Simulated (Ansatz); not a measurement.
**Ti$_{10}$O$_{13}$: density, localisation and related maps**

Input file:

```
crystal:
  lattice:
    - [4.5834355306, -2.0506338463, 0.0009805605]
    - [4.5834355306, 2.0506338463, 0.0009805605]
    - [-0.8940475255, 0.0, 11.9470352281]
  atoms:
    - { symbol: Ti, position: [0.1676654222, 0.1676654222, 0.5399866373] }
    - { symbol: Ti, position: [0.4488184617, 0.4488184617, 0.6235308604] }
    - { symbol: Ti, position: [0.5511815383, 0.5511815383, 0.3764691396] }
    - { symbol: Ti, position: [0.8323345778, 0.8323345778, 0.4600133627] }
    - { symbol: Ti, position: [0.6170438972, 0.6170438972, 0.153544982] }
    - { symbol: Ti, position: [0.9326062884, 0.9326062884, 0.2309014082] }
    - { symbol: Ti, position: [0.6929654932, 0.6929654932, 0.9276970601] }
    - { symbol: Ti, position: [0.3070345068, 0.3070345068, 0.0723029399] }
    - { symbol: Ti, position: [0.0673937116, 0.0673937116, 0.7690985918] }
    - { symbol: Ti, position: [0.3829561028, 0.3829561028, 0.846455018] }
    - { symbol: O, position: [0.9616865412, 0.9616865412, 0.6116934333] }
    - { symbol: O, position: [0.2625548443, 0.2625548443, 0.6967733491] }
    - { symbol: O, position: [0.643346819, 0.643346819, 0.5419183308] }
    - { symbol: O, position: [0.0383134588, 0.0383134588, 0.3883065667] }
    - { symbol: O, position: [0.356653181, 0.356653181, 0.4580816692] }
    - { symbol: O, position: [0.7374451557, 0.7374451557, 0.3032266509] }
    - { symbol: O, position: [0.1196911733, 0.1196911733, 0.1530753276] }
    - { symbol: O, position: [0.4201322819, 0.4201322819, 0.228215727] }
    - { symbol: O, position: [0.1838151968, 0.1838151968, 0.9224129492] }
    - { symbol: O, position: [0.5, 0.5, 0.0] }
    - { symbol: O, position: [0.8161848032, 0.8161848032, 0.0775870508] }
    - { symbol: O, position: [0.5798677181, 0.5798677181, 0.771784273] }
    - { symbol: O, position: [0.8803088267, 0.8803088267, 0.8469246724] }
basis:
  ecutwfc: 420
kpoints:
  mp_grid: { grid: [10, 10, 4] }
  band_path:
    path:
      - [[0.0, 0.0, 0.0], [-0.30032056, 0.30032056, 0.0]]
      - [[-0.69967944, -0.30032056, 0.0], [-0.5, -0.5, 0.0], [0.0, 0.0, 0.0], [-0.5, -0.5, 0.5], [-0.70254453, -0.29745547, 0.5]]
      - [[-0.29745547, 0.29745547, 0.5], [0.0, 0.0, 0.5], [0.0, 0.0, 0.0]]
      - [[-0.5, 0.0, 0.5], [0.0, 0.0, 0.0], [-0.5, 0.0, 0.0]]
    npoints: 10
hamiltonian:
  xc: pbesol
scf:
  occupations: { method: gaussian, width: 0.1 }
  n_extra_bands: 57
output:
  forces: true
  stress: true
  eigenvalues: true
  populations: true
  dos: { projected: true, de: 0.02, nscf_kmesh: { grid: [15, 15, 6] } }
  bader: false
  write_density: true
  write_potential: true
  elf: true
  volumetric_format: npy
```

Run with:

```sh
ansatz run input.yaml --threads 4 --pin off --max-ram 10240MiB --backend cpu --events-out ev --progress --plain --runs-dir out
```

Below, planes, directions and counts refer to the conventional cell (a = 9.17 Å, b = 4.10 Å, c = 11.98 Å, α = 90.00°, β = 94.27°, γ = 90.00°).

Space group C2/m; a structure from a database of computed crystals, not necessarily the ambient phase; computed without spin polarisation.

Level of theory: Ansatz, DFT PBEsol, scalar-relativistic, plane waves, PAW.

In a PAW calculation such maps are meaningful between the atoms, not at the nuclei.

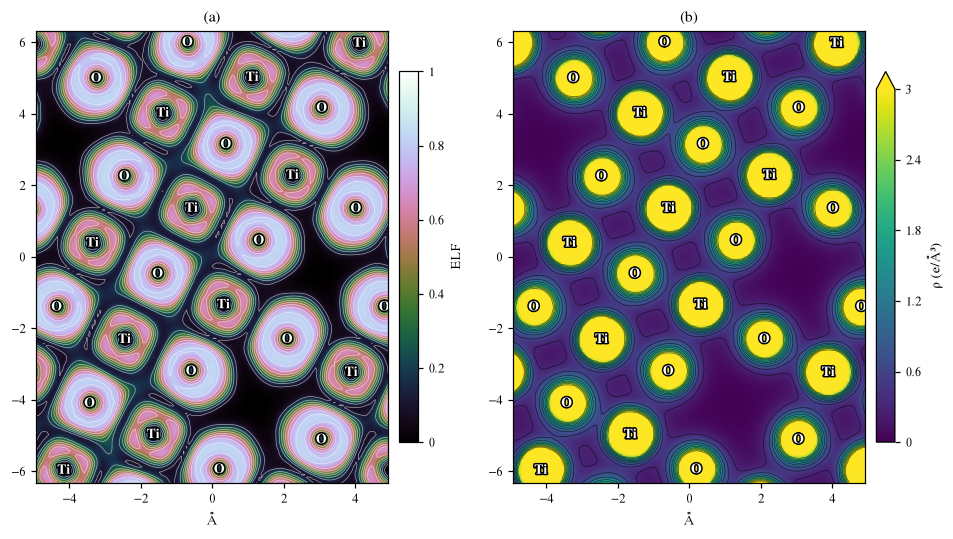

Figure 1. (a) ELF; (b) valence charge density (pseudo) on the (010) plane of the conventional cell.

**Read the bonding off the picture.**

The section cuts through Ti and O sites.
Ti–O (1.98 Å): the density is about 0.63 e/Å³ at the midpoint; the ELF peaks at about 0.80 in the valence shell of O, 0.6 Å from its nucleus, and is about 0.15 at the midpoint (no shared electron pair shows on this line).
Ti–Ti (2.69 Å): the density is about 0.26 e/Å³ at the midpoint; the ELF is about 0.20 at the midpoint: no localised pair shows between them.
Ti–O (2.03 Å): the density is about 0.56 e/Å³ at the midpoint; the ELF peaks at about 0.80 in the valence shell of O, 0.6 Å from its nucleus, and is about 0.15 at the midpoint; no localised pair shows between them.
Ti–O (2.07 Å): ρ at the midpoint is about 0.5 e/Å³; the ELF peaks at about 0.80 in the valence shell of O, 0.6 Å from its nucleus, and is about 0.15 at the midpoint; no localised pair shows between them.
Ti–O (2.13 Å): the density is about 0.44 e/Å³ at the midpoint; the ELF peaks at about 0.85 in the valence shell of O, 0.6 Å from its nucleus, and is about 0.15 at the midpoint: no shared electron pair shows on this line.
Between the atoms the lowest density in this plane is 0.02 e/Å³.
The features right at Ti lie inside the PAW spheres, where the map follows smoothed inner orbitals and isn't to be read closely.

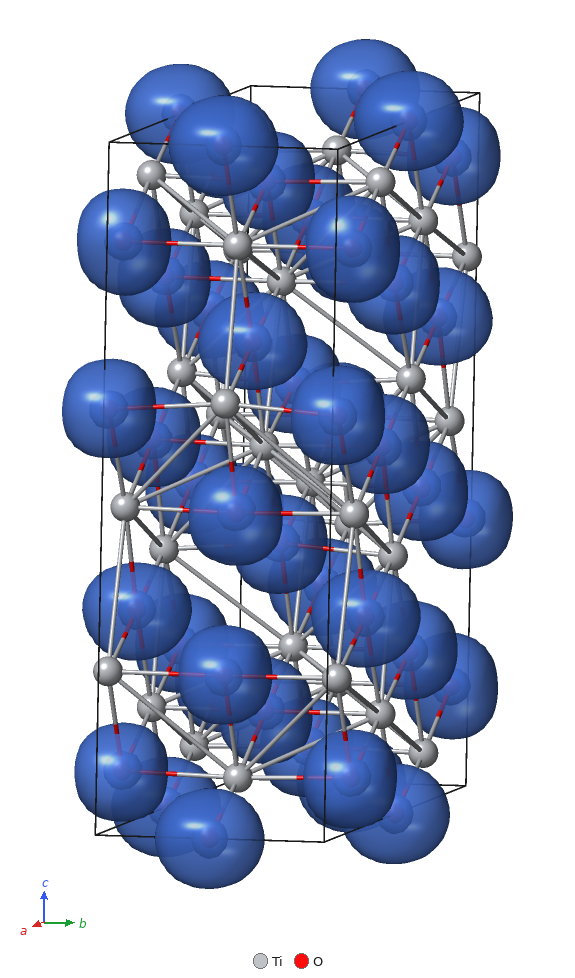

Figure 2. Isosurface of the ELF at 0.65 (blue), seen slightly off an axis. Only the valence region is drawn (cores and ρ < 0.01 e/Å³ removed). Sticks mark near contacts.

**Where are the electrons localised?**

The ELF exceeds this value in 26 regions wrapped around O (the valence shell of each), counted in one cell of 46 atoms. Regions shared between cells count once.

**Metal or insulator at this level of theory?**

It is metallic or semimetallic at this level of theory: no gap opens; semilocal functionals without U, or without the true magnetic order, often close the gap of such compounds.
